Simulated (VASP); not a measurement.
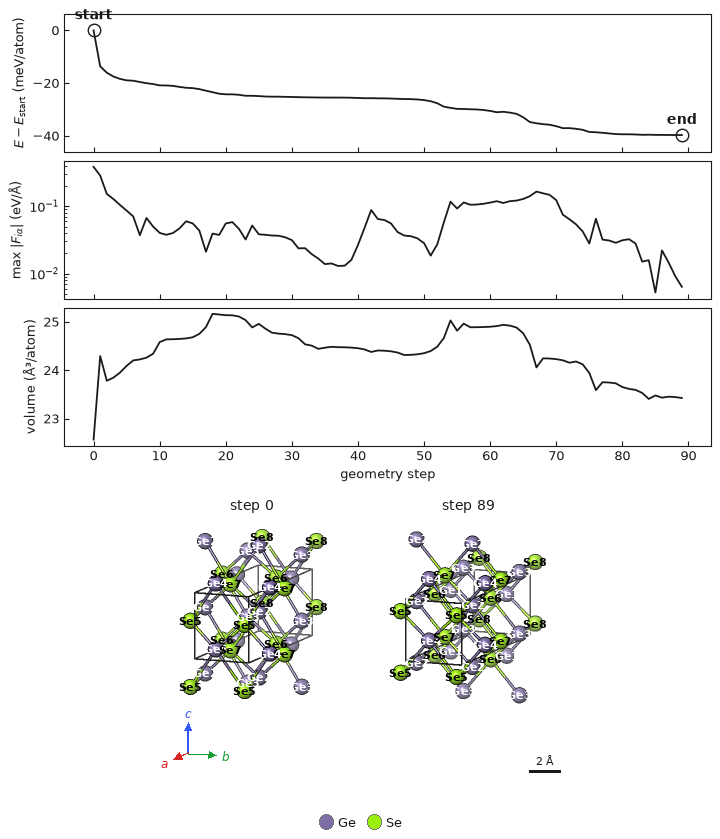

First and last geometry of a relaxation of solid GeSe (set up in Pnma), with the history of the run. The picture is a ball-and-stick view of the cell of the calculation, seen slightly off an axis.

The run lets cell and atoms move.

Level of theory: VASP 6.6.1, Kohn-Sham DFT of a periodic cell, PBE, VASP PAW PBE potentials, minimal.

Input
```
SYSTEM = GeSe
ALGO     = Normal         ! electronic algorithm
EDIFF    = 1E-6           ! SCF threshold, eV
EDIFFG   = -0.01          ! ionic threshold
ENCUT    = 300            ! plane-wave cutoff, eV
GGA      = PE             ! functional
IBRION   = 2              ! ionic algorithm
ISIF     = 3              ! what is computed and relaxed
ISMEAR   = 0              ! smearing method
KPAR     = 2            
LASPH    = .True.         ! aspherical terms in the spheres
LCHARG   = .False.        ! write CHGCAR
LREAL    = .False.        ! projectors in reciprocal space
LWAVE    = .False.        ! write WAVECAR
NELM     = 80             ! most SCF steps
NSW      = 90             ! ionic steps
PREC     = Accurate       ! precision mode
SIGMA    = 0.03           ! smearing width, eV
```

Launched with:
```bash
cat potpaw_PBE.64/Ge/POTCAR potpaw_PBE.64/Se/POTCAR > POTCAR
mpirun -np 2 vasp_std > vasp.out
```

Question: What do the curves and the structures tell?

Answer: The relaxation stopped without meeting its thresholds, so the last structure isn't shown to be converged. After 89 geometry steps the energy has fallen by 39.7 meV per atom. Largest force component: 0.38 eV/Å at the start, 0.0064 eV/Å at the end. The pressure goes from 3.66 to −0.03 GPa. The largest moves relative to the cell, 0.96 Å, are those of Se5, Se6, Se7 and Se8. Se6 goes roughly along −c. Largest moves by element: Se 0.96 Å, Ge 0.74 Å. The drawn cell changes as follows: a 10.790 → 11.617 Å (+7.7 %), b 3.820 → 3.951 Å (+3.4 %), c 4.380 → 4.083 Å (−6.8 %); the volume changes by +3.8 %. Among the contacts that change: Ge1–Se8 3.294 → 2.997 Å, Ge1–Se6 2.538 → 2.696 Å, Ge1–Se8 (another image) 2.582 → 2.695 Å. Bond angles that change, for instance: Ge2–Se5–Ge4 103.6° → 91.2°, Se5–Ge4–Se7 90.8° → 94.9°. The space group stays Pnma (No. 62).
